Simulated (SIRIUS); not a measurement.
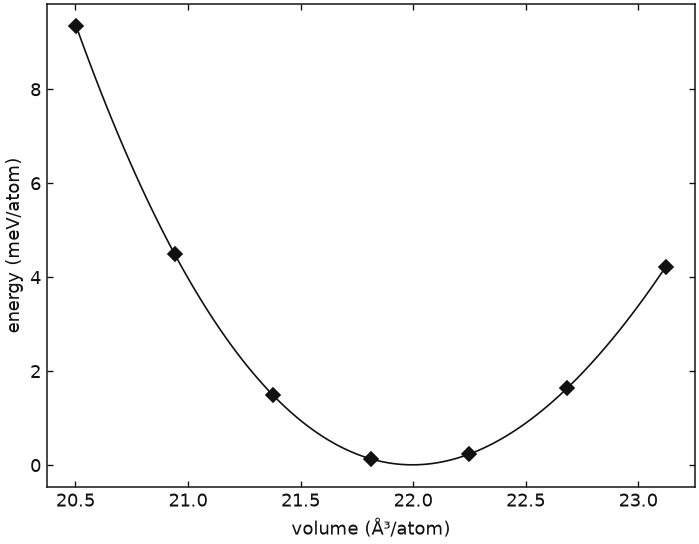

The figure shows the energy against volume for NaCl, space group Fm-3m (No. 225).

Cell as given: a = 3.951 Å, b = 3.951 Å, c = 3.951 Å, α = 60.00°, β = 60.00°, γ = 60.00°; 2 atoms.

How it was computed, with SIRIUS 7.10.0: plane-wave DFT, no spin polarisation; energies at scaled volumes of the given cell, shape and fractions fixed, counted from the fit's minimum, third-order Birch-Murnaghan fit. Level: PBEsol.

k mesh 8×8×8; occupations Fermi–Dirac; smearing width 0.05 eV; potentials dojo sr pbesol 0.4.1 standard; wave cutoff 1202 eV; density cutoff 4809 eV.

This calculation gives: equilibrium volume 22.00 Å³/atom and bulk modulus 25.8 GPa.

Now Na is replaced by Li on all its sites, which gives LiCl in the same structure. The second calculation uses wave cutoff 1029.815 eV and k mesh 9×9×9. How do these quantities change?

The equilibrium volume falls from 22.00 to 16.23 Å³/atom (−26 %) and the bulk modulus rises from 25.8 to 35.1 GPa (+36 %).

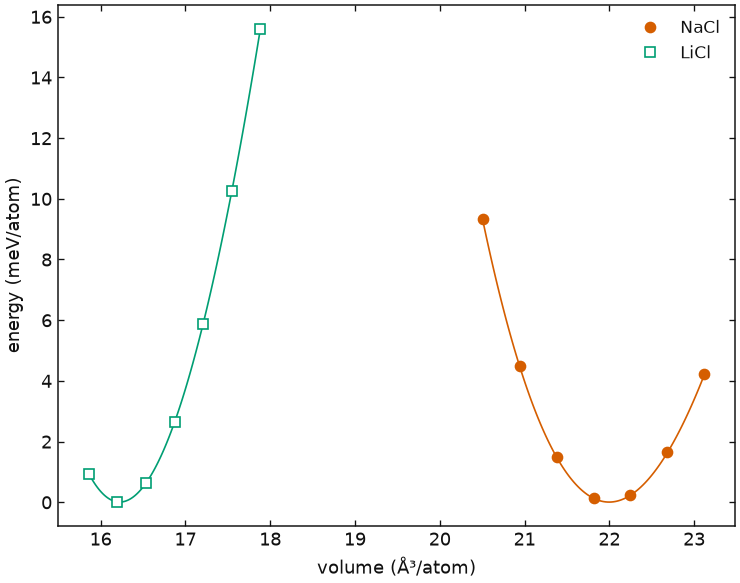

The two results together.

V0 and the bulk modulus come from third-order Birch–Murnaghan fits.
